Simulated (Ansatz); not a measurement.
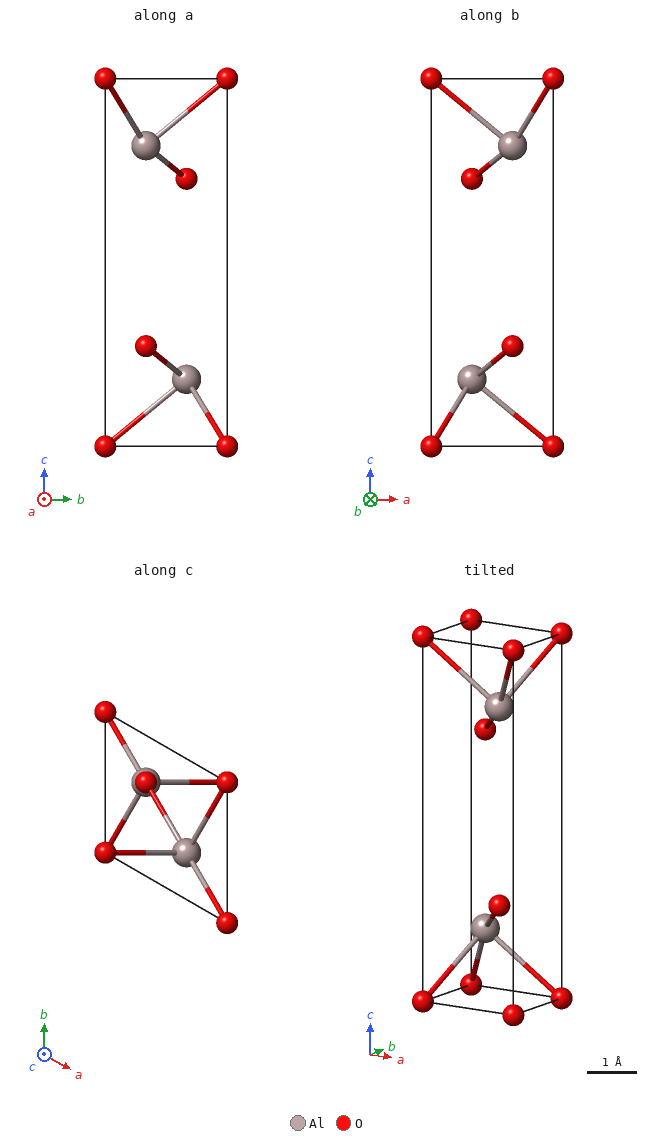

A ball-and-stick rendering, viewed along the a axis, along the b axis, along the c axis and slightly off an axis. The frame is the conventional unit cell; atoms at its boundary are shown with their periodic copies.

Lattice parameters: a = 2.8883 Å, b = 2.8883 Å, c = 7.5474 Å, α = 90.000°, β = 90.000°, γ = 120.000°.

Question: Write the structure as a CIF with its space group and independent sites, with free fractional coordinates to two decimals.

Answer:
```cif
data_structure
_symmetry_space_group_name_H-M 'P -3 m 1'
_symmetry_Int_Tables_number 164
_cell_length_a 2.8883
_cell_length_b 2.8883
_cell_length_c 7.5474
_cell_angle_alpha 90.000
_cell_angle_beta 90.000
_cell_angle_gamma 120.000
_cell_volume 54.53
loop_
_atom_site_label
_atom_site_type_symbol
_atom_site_symmetry_multiplicity
_atom_site_Wyckoff_symbol
_atom_site_fract_x
_atom_site_fract_y
_atom_site_fract_z
_atom_site_occupancy
Al1 Al 2 d 0.3333 0.6667 0.18 1
O1 O 1 a 0.00 0.00 0.00 1
O2 O 2 d 0.3333 0.6667 0.73 1
```

It goes back to a textbook structure type filled with these elements (whether it is the usual form wasn't checked). It is drawn as it came out of a relaxation with DFT PBE, scalar-relativistic, plane waves, PAW in Ansatz.
